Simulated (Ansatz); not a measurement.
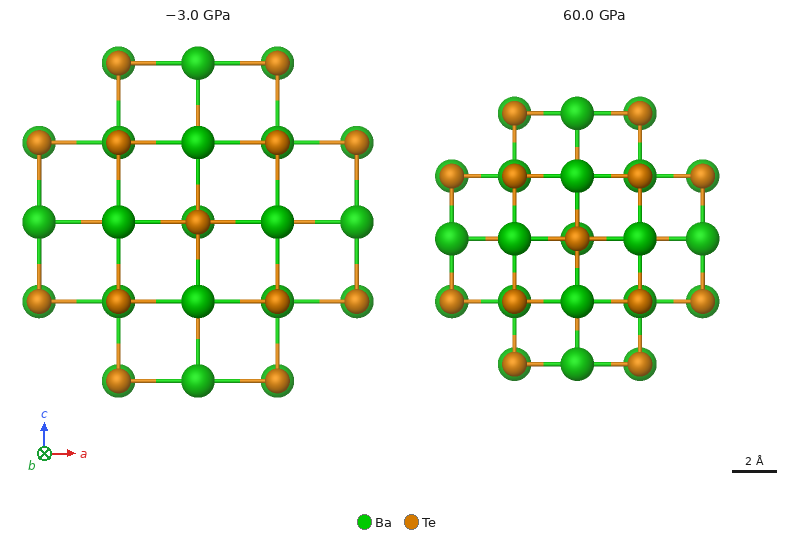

A crystal of BaTe (set up in Fm-3m), relaxed (cell and atoms) at several target pressures. The picture shows the first and the last member. A ball-and-stick model of the conventional cell (4 times the calculation's cell), seen along the b axis. Lengths and directions refer to the drawn axes.

Computed with Ansatz 0.2.0: DFT r2SCAN, scalar-relativistic, plane waves, PAW. (plane-wave cutoff 500 eV; k-point mesh 8 × 8 × 8; occupations gaussian; smearing width 0.02 eV; no spin polarisation; cell and atoms relaxed; force threshold 0.008 eV/Å)

```tsv
pressure (GPa)	volume (Å³/atom)	a (Å)
−3.0	50.136	7.375
0.0	44.054	7.064
3.0	?	?
8.0	36.894	6.658
15.0	33.580	6.452
30.0	29.293	6.165
60.0	24.649	5.821
```

Question: Fill in the missing row.

Answer: Murnaghan's form V = V₀(1 + B′P/B₀)^(−1/B′), with V₀ = 44.054 Å³ from the row at zero pressure, fits the other rows with B₀ = 30.1 GPa and B′ = 3.77 (largest miss 0.311 Å³). At 3.0 GPa it gives 44.054 × (1 + 3.77 × 3.0/30.1)^(−1/3.77) = 40.480 Å³ per atom. The calculation gives 40.631 Å³/atom (a = 6.876 Å). The estimate is 0.151 Å³/atom too low. From the first member to the last: Ba–Te 3.687 → 2.910 Å.

The whole series:

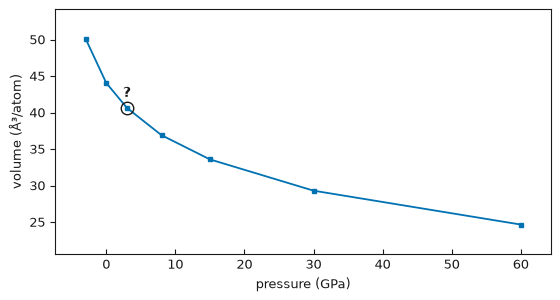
